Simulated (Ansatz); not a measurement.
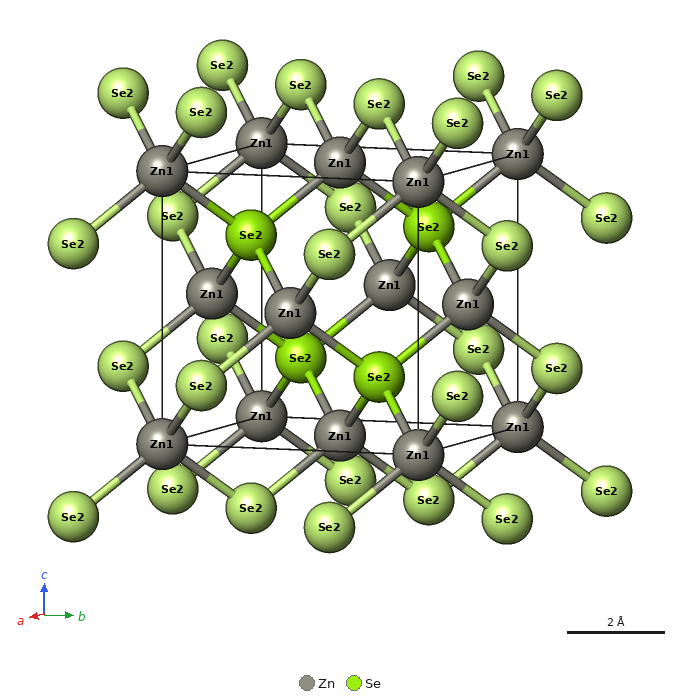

Fig. 1: The starting structure (ball-and-stick view of the cell 4 times as large as that of the calculation, set on its symmetry axes, seen slightly off an axis; neighbours outside the cell are drawn fainter; atoms are numbered from 1 in the order of the input).

Run report: ZnSe, geometry relaxation (part 1 of 2)

ZnSe (F-43m, 2 atoms in the cell), computed with DFT PBE, scalar-relativistic, plane waves, PAW, no spin polarisation (Ansatz 0.2.0).

The structure derives from a Materials Project entry. Figures and captions count atoms from 1; the log counts them from 0 in places.

**Input**
```yaml
crystal:
  lattice:
    - [0.0, 2.8324425407, 2.8324425407]
    - [2.8324425407, 0.0, 2.8324425407]
    - [2.8324425407, 2.8324425407, 0.0]
  atoms:
    - { symbol: Zn, position: [0.0, 0.0, 0.0] }
    - { symbol: Se, position: [0.75, 0.75, 0.75] }
basis:
  ecutwfc: 420
kpoints:
  mp_grid: { grid: [8, 8, 8] }
hamiltonian:
  xc: pbe
scf:
  occupations: { method: gaussian, width: 0.02 }
output:
  forces: true
  stress: true
  eigenvalues: true
  write_density: true
  write_potential: true
  elf: true
  volumetric_format: npy
relax:
  adjacent_minimum: "off"
  f_tol: 0.005
  max_steps: 80
  cell: { stress_tol: 0.05 }
```

Machine: 8 threads of Arm Neoverse V1, 24 GiB of memory available, shared host.

Launched with:
```bash
ansatz run input.yaml --threads 8 --pin off --max-ram 16384MiB --backend cpu --events-out ev --progress --plain --runs-dir out
```

**What the program printed**
```
Engine: ansatz 0.2.0, aarch64-unknown-linux-gnu
Pseudopotentials: kind: paw
Pseudopotential: Zn, paw, valence charge 12, recommended cutoff 420 eV (normal), Zn.paw.azcp
Pseudopotential: Se, paw, valence charge 16, recommended cutoff 420 eV (normal), Se.paw.azcp
Functional definition: PBE
  parameter kappa = 0.804
  parameter beta = 0.06672455060314922
  exchange = pbe_x(kappa = kappa, mu = beta*pi^2/3)
  correlation = pbe_c(beta = beta)
Crystal: 2 atoms, lattice volume = 45.448 Å³
Basis set: ecut = 420 eV, 893 PW (Γ), exchange–correlation on 54×54×54 points (8 copies of the dense FFT grid, shifted against one another)
Bands: 18, of which v1, the nominal top of the filled ones, is band 14 counted from 1 (13 counted from 0)
Symmetry: 24 space group operations
Space group: F-43m (ITA 216), of the structure as read, at distance tolerance 3.6e-5 Å
k-points: 29 of 512 (time reversal used)
Non-local potential: Zn, projectors of the file, l = 0: 2, l = 1: 2, l = 2: 3, l = 3: 1
Non-local potential: Se, projectors of the file, l = 0: 2, l = 1: 2, l = 2: 3, l = 3: 1
PAW form: soft (Blöchl's): semilocal exchange-correlation on the pseudo side does not see the compensation charge
PAW one-centre angular grid: Zn, 590 points (default); XC on 64 Gauss nodes
PAW one-centre angular grid: Se, 590 points (default); XC on 64 Gauss nodes
Initial density: superposition of atomic densities (neutral atoms: chi_scale 0, normalization atom), corrected by the library's trained network
Initial wavefunctions: pseudopotential atomic-orbital guess
Functional: x = pbe(κ = 0.804, μ = 0.2195149727645171), c = pbe(β = 0.06672455060314922)
SCF iter   1: F=—  HF=-8789.525557 eV  |F-HF|=—  |Δ(HF+E_count)|=         —  Δρ=7.89e-4  dr2=4.19e-4  ethr=1.77e-3  ⟨swp⟩=6.0  Hψ=2677  notcnv=0
preconditioner: auto → none  [insulator: Δε(μ)=1.286 eV  Ē_g=11.926 eV  σ=0.020 eV  W_gap=1.00  n_scr=14 (ndim 8)  ℏωp=23.4 eV  f_vac=0.121  D(μ)=0.00/eV (n_scr^D=0)  ε∞_Penn≈4.8]
SCF iter   2: F=—  HF=-8789.525353 eV  |F-HF|=—  |Δ(HF+E_count)|=   2.04e-4  Δρ=3.93e-4  dr2=3.69e-5  ethr=1.50e-6  ⟨swp⟩=2.1  Hψ=1257  notcnv=0
SCF iter   3: F=—  HF=-8789.525370 eV  |F-HF|=—  |Δ(HF+E_count)|=   1.66e-5  Δρ=1.69e-4  dr2=7.09e-6  ethr=1.32e-7  ⟨swp⟩=2.0  Hψ=826  notcnv=0
SCF iter   4: F=—  HF=-8789.525371 eV  |F-HF|=—  |Δ(HF+E_count)|=   1.48e-6  Δρ=7.65e-5  dr2=9.93e-7  ethr=2.53e-8  ⟨swp⟩=2.0  Hψ=754  notcnv=0
SCF iter   5: F=—  HF=-8789.525375 eV  |F-HF|=—  |Δ(HF+E_count)|=   3.57e-6  Δρ=1.67e-5  dr2=1.95e-7  ethr=3.55e-9  ⟨swp⟩=2.0  Hψ=928  notcnv=0
SCF iter   6: F=-8789.525375 eV  HF=-8789.525375 eV  |F-HF|=6.55e-9  |Δ(HF+E_count)|=   1.41e-8  Δρ=3.95e-6  dr2=5.96e-9  ethr=3.57e-10  ⟨swp⟩=9.0  Hψ=4153  notcnv=0
SCF 1 converged in 6 iterations: F = -8789.525375 eV  dr2 = 5.96e-9
  greatest PAW one-centre occupation: 1.000 electrons in one spin orbital (limit 2), on the Se atom at site 1 (counted from 0), in its partial waves of l = 2
relax step   1: F+E_penalty+E_count = -8789.52537487 eV  Δ(F+E_penalty+E_count) = +0.000e0 eV  max|allowed force component| = 1.180e-16 eV/Å  Δτ_max = 0.0000 Å  P = +2.199 GPa  Ω = 45.448 Å³  (6 SCF iters, dr2 threshold 1.00e-7 eV, accepted)
Crystal: 2 atoms, lattice volume = 46.654 Å³
Basis set: ecut = 420 eV, 941 PW (Γ), exchange–correlation on 54×54×54 points (8 copies of the dense FFT grid, shifted against one another)
Initial density: handed on by an earlier stage of this run
Initial wavefunctions: those handed on with the density
iter 1 solved again at ethr=1.36e-6 eV; its pass at ethr=3.10e-3 eV (dr2=3.80e-4 eV) is discarded
SCF iter   1: F=—  HF=-8789.535245 eV  |F-HF|=—  |Δ(HF+E_count)|=         —  Δρ=8.25e-4  dr2=3.95e-4  ethr=1.36e-6  ⟨swp⟩=2.1  Hψ=3264  notcnv=0
preconditioner: auto → none  [insulator: Δε(μ)=1.196 eV  Ē_g=11.782 eV  σ=0.020 eV  W_gap=1.00  n_scr=14 (ndim 8)  ℏωp=23.1 eV  f_vac=0.127  D(μ)=0.00/eV (n_scr^D=0)  ε∞_Penn≈4.8]
SCF iter   2: F=—  HF=-8789.535200 eV  |F-HF|=—  |Δ(HF+E_count)|=   4.56e-5  Δρ=5.58e-4  dr2=8.61e-5  ethr=1.36e-6  ⟨swp⟩=2.0  Hψ=803  notcnv=0
SCF iter   3: F=—  HF=-8789.535203 eV  |F-HF|=—  |Δ(HF+E_count)|=   3.46e-6  Δρ=1.97e-4  dr2=2.01e-5  ethr=3.08e-7  ⟨swp⟩=2.0  Hψ=754  notcnv=0
SCF iter   4: F=—  HF=-8789.535198 eV  |F-HF|=—  |Δ(HF+E_count)|=   5.44e-6  Δρ=7.38e-5  dr2=1.32e-6  ethr=7.17e-8  ⟨swp⟩=2.0  Hψ=759  notcnv=0
SCF iter   5: F=-8789.535198 eV  HF=-8789.535198 eV  |F-HF|=1.60e-8  |Δ(HF+E_count)|=   2.18e-7  Δρ=1.07e-5  dr2=6.35e-8  ethr=7.14e-10  ⟨swp⟩=10.0  Hψ=4455  notcnv=0
SCF 2 converged in 5 iterations: F = -8789.535198 eV  dr2 = 6.35e-8
relax step   2: F+E_penalty+E_count = -8789.53519794 eV  Δ(F+E_penalty+E_count) = -9.823e-3 eV  max|allowed force component| = 3.469e-17 eV/Å  Δτ_max = 0.0000 Å  P = +0.555 GPa  Ω = 46.654 Å³  energy of the carried Pulay correction = -4.026e-4 eV  (5 SCF iters, dr2 threshold 2.00e-7 eV, accepted)
Crystal: 2 atoms, lattice volume = 47.077 Å³
iter 1 solved again at ethr=2.06e-7 eV; its pass at ethr=3.10e-3 eV (dr2=5.78e-5 eV) is discarded
SCF iter   1: F=—  HF=-8789.535840 eV  |F-HF|=—  |Δ(HF+E_count)|=         —  Δρ=2.76e-4  dr2=4.63e-5  ethr=2.06e-7  ⟨swp⟩=2.3  Hψ=3172  notcnv=0
preconditioner: auto → none  [insulator: Δε(μ)=1.157 eV  Ē_g=11.746 eV  σ=0.020 eV  W_gap=1.00  n_scr=14 (ndim 8)  ℏωp=23.0 eV  f_vac=0.127  D(μ)=0.00/eV (n_scr^D=0)  ε∞_Penn≈4.8]
SCF iter   2: F=—  HF=-8789.535829 eV  |F-HF|=—  |Δ(HF+E_count)|=   1.10e-5  Δρ=1.96e-4  dr2=1.05e-5  ethr=1.65e-7  ⟨swp⟩=2.0  Hψ=745  notcnv=0
SCF iter   3: F=—  HF=-8789.535830 eV  |F-HF|=—  |Δ(HF+E_count)|=   9.47e-7  Δρ=6.47e-5  dr2=2.28e-6  ethr=3.74e-8  ⟨swp⟩=2.0  Hψ=754  notcnv=0
SCF iter   4: F=-8789.535830 eV  HF=-8789.535830 eV  |F-HF|=3.55e-8  |Δ(HF+E_count)|=   3.62e-7  Δρ=2.46e-5  dr2=1.47e-7  ethr=7.14e-10  ⟨swp⟩=6.6  Hψ=3523  notcnv=0
SCF 3 converged in 4 iterations: F = -8789.535830 eV  dr2 = 1.47e-7
relax step   3: F+E_penalty+E_count = -8789.53582994 eV  Δ(F+E_penalty+E_count) = -6.320e-4 eV  max|allowed force component| = 3.123e-17 eV/Å  Δτ_max = 0.0000 Å  P = +0.034 GPa  Ω = 47.077 Å³  energy of the carried Pulay correction = -5.410e-4 eV  (4 SCF iters, dr2 threshold 2.00e-7 eV, accepted)
Basis set: ecut = 420 eV, 941 PW (Γ), exchange–correlation on 60×60×60 points (8 copies of the dense FFT grid, shifted against one another)
Initial wavefunctions: pseudopotential atomic-orbital guess (no wavefunctions were taken with the density)
iter 1 solved again at ethr=1.15e-7 eV; its pass at ethr=3.10e-3 eV (dr2=3.22e-5 eV) is discarded
SCF iter   1: F=—  HF=-8789.528138 eV  |F-HF|=—  |Δ(HF+E_count)|=         —  Δρ=7.56e-4  dr2=1.11e-5  ethr=1.15e-7  ⟨swp⟩=2.8  Hψ=3821  notcnv=0
preconditioner: auto → none  [insulator: Δε(μ)=1.160 eV  Ē_g=11.755 eV  σ=0.020 eV  W_gap=1.00  n_scr=14 (ndim 8)  ℏωp=23.0 eV  f_vac=0.127  D(μ)=0.00/eV (n_scr^D=0)  ε∞_Penn≈4.8]
SCF iter   2: F=—  HF=-8789.534255 eV  |F-HF|=—  |Δ(HF+E_count)|=   6.12e-3  Δρ=3.77e-4  dr2=2.49e-6  ethr=3.95e-8  ⟨swp⟩=2.0  Hψ=877  notcnv=0
SCF iter   3: F=—  HF=-8789.535967 eV  |F-HF|=—  |Δ(HF+E_count)|=   1.71e-3  Δρ=1.65e-4  dr2=5.70e-7  ethr=8.88e-9  ⟨swp⟩=2.0  Hψ=807  notcnv=0
SCF iter   4: F=—  HF=-8789.536354 eV  |F-HF|=—  |Δ(HF+E_count)|=   3.87e-4  Δρ=2.27e-5  dr2=4.99e-8  ethr=2.04e-9  ⟨swp⟩=2.0  Hψ=782  notcnv=0
SCF iter   5: F=—  HF=-8789.536360 eV  |F-HF|=—  |Δ(HF+E_count)|=   6.40e-6  Δρ=7.26e-6  dr2=1.58e-8  ethr=1.78e-10  ⟨swp⟩=2.3  Hψ=892  notcnv=0
SCF iter   6: F=—  HF=-8789.536360 eV  |F-HF|=—  |Δ(HF+E_count)|=   2.47e-8  Δρ=2.02e-6  dr2=7.76e-10  ethr=5.66e-11  ⟨swp⟩=2.0  Hψ=754  notcnv=0
SCF iter   7: F=—  HF=-8789.536360 eV  |F-HF|=—  |Δ(HF+E_count)|=   2.95e-8  Δρ=3.33e-7  dr2=3.35e-11  ethr=2.77e-12  ⟨swp⟩=2.0  Hψ=778  notcnv=0
SCF iter   8: F=-8789.536360 eV  HF=-8789.536360 eV  |F-HF|=1.09e-11  |Δ(HF+E_count)|=   1.01e-9  Δρ=9.44e-8  dr2=8.23e-12  ethr=1.00e-12  ⟨swp⟩=5.2  Hψ=2211  notcnv=0
SCF 4 converged in 8 iterations: F = -8789.536360 eV  dr2 = 8.23e-12
relax step   4: F+E_penalty+E_count = -8789.53636023 eV  Δ(F+E_penalty+E_count) = -5.303e-4 eV  max|allowed force component| = 3.643e-17 eV/Å  Δτ_max = 0.0000 Å  P = +0.032 GPa  Ω = 47.077 Å³  stress off target by 3.23e-2 GPa  SCF on the basis re-selected at this cell (its energy is not comparable with the rows above)  (8 SCF iters)
```

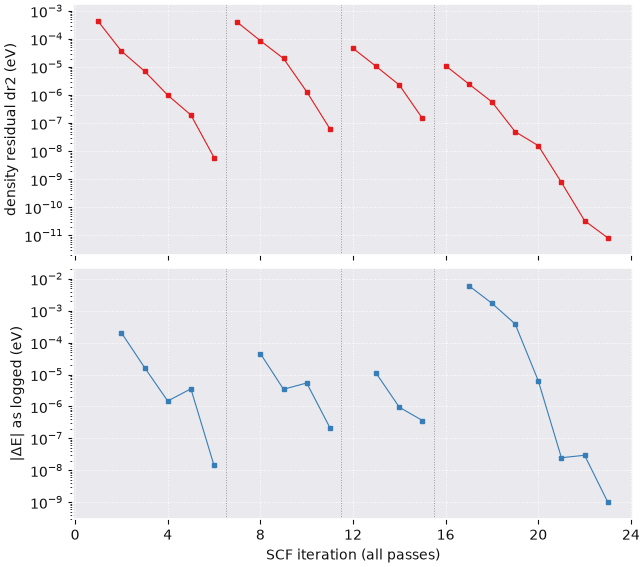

Fig. 2: Convergence of the self-consistent field: density residual dr2 and size of the energy change against the SCF iteration. The dotted lines part the SCF passes of the relaxation: geometry steps, rejected trials and re-solves on a re-selected basis. The passes take 6, 5, 4 and 8 iterations.

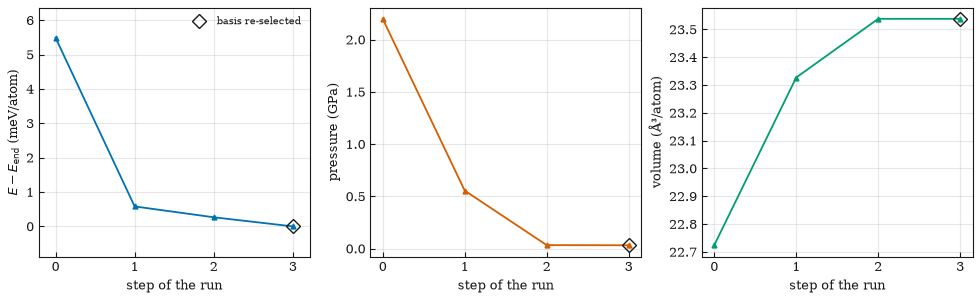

Fig. 3: Progress of the relaxation, step by step (the first geometry is step 0 here and step 1 in the log).
